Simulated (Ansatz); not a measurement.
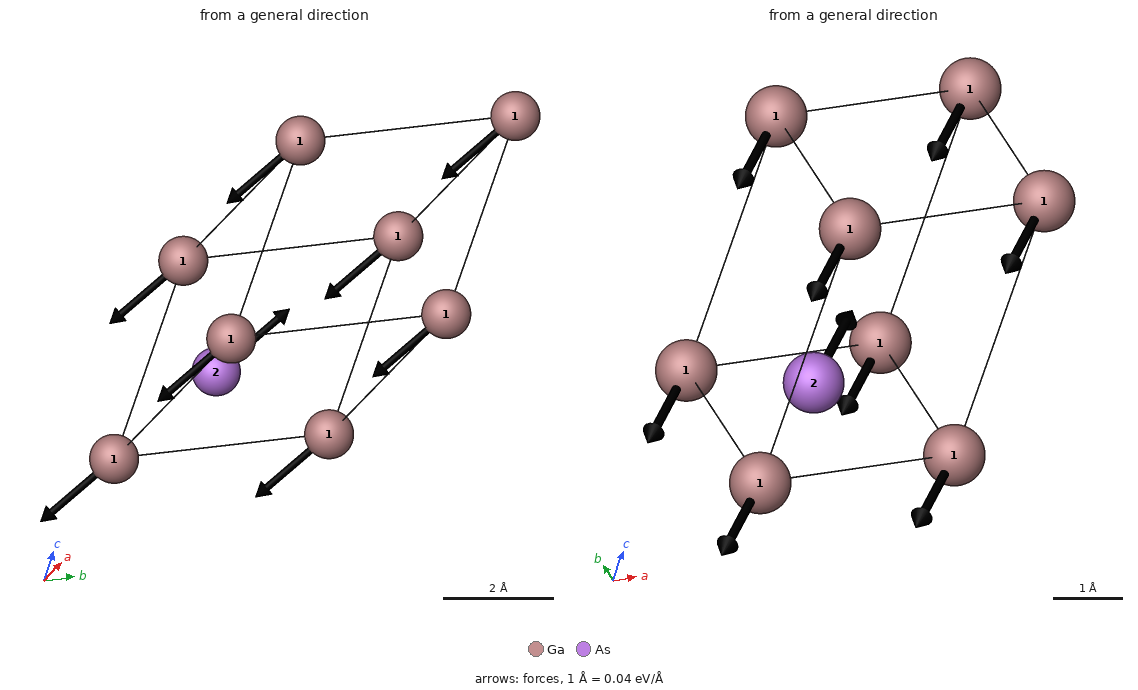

Drawn in the spheres-only manner and seen from two general directions. The simulation cell is outlined; an atom on or near a face, edge or corner is repeated at each equivalent position. The arrows are the computed forces on the atoms.

System: GaAs. All computed values are from DFT, PBE, plane waves, PAW in Ansatz. Settings: an energy cutoff of 420 eV, k-mesh 8×8×8, Fermi-Dirac smearing of 0.02 eV, no spin polarisation.

Do the forces show a relaxed structure?

Answer. No. The atoms still feel forces of up to about 0.054 eV/Å, above a usual threshold of 0.01 to 0.03 eV/Å.

On which atom is the force largest?

Answer. Ga1 and As2, about 0.054 eV/Å.

The cell started as a structure type filled with these elements by a generator (whether the compound takes this form wasn't checked). The cell was then strained or its atoms displaced on purpose. It went into a calculation with Ansatz.
